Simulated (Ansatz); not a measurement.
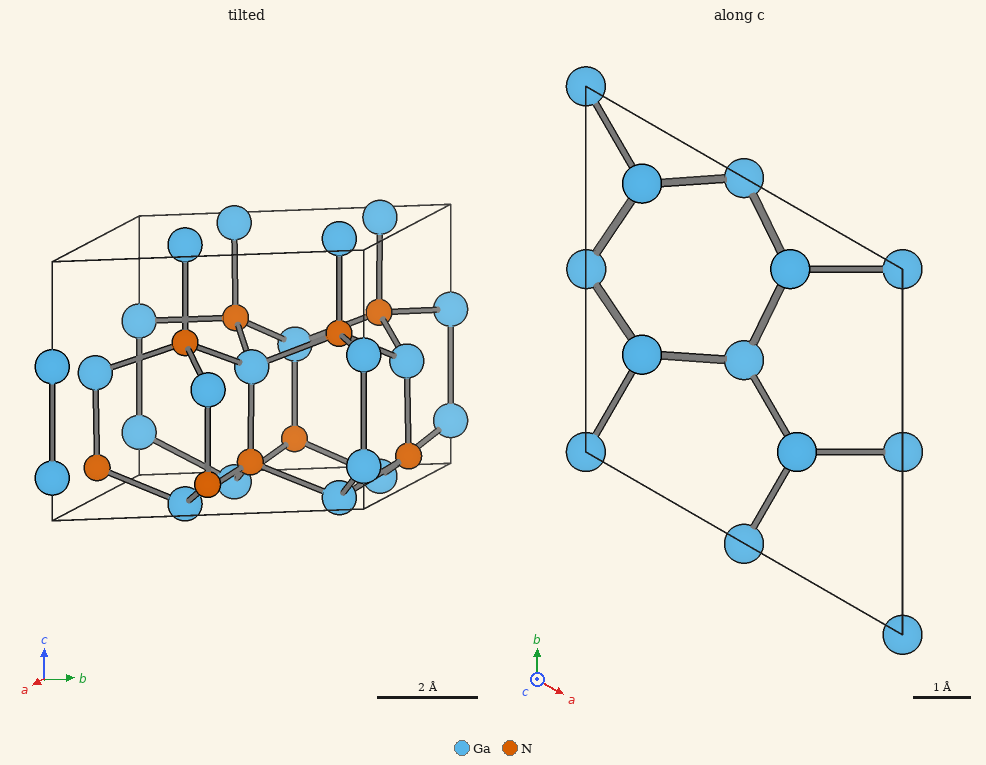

Ball-and-stick representation of a periodic structure, projected slightly off an axis and along the c axis. The edges of the conventional unit cell are marked. Cell: a = 6.437 Å, b = 6.437 Å, c = 5.243 Å, α = 90.00°, β = 90.00°, γ = 120.00°.

Give a description of the structure.

- The structure is one of Ga₉N₇.
- The symmetry is that of P3m1 (No. 156), on a primitive hexagonal lattice.
- The cell comprises 1 formula unit: 9 Ga, 7 N.
- The N atoms are each bonded to four Ga in a distorted tetrahedral arrangement at about 1.9 to 2.0 Å.
- Neighbours within bonding distance: Ga 4.
- The bonds build a three-dimensional framework.

The initial geometry was a structure listed in the Materials Project, repeated into a supercell with a point defect put in. The atoms were relaxed in a fixed cell with Ansatz, DFT PBE, scalar-relativistic, plane waves, PAW.
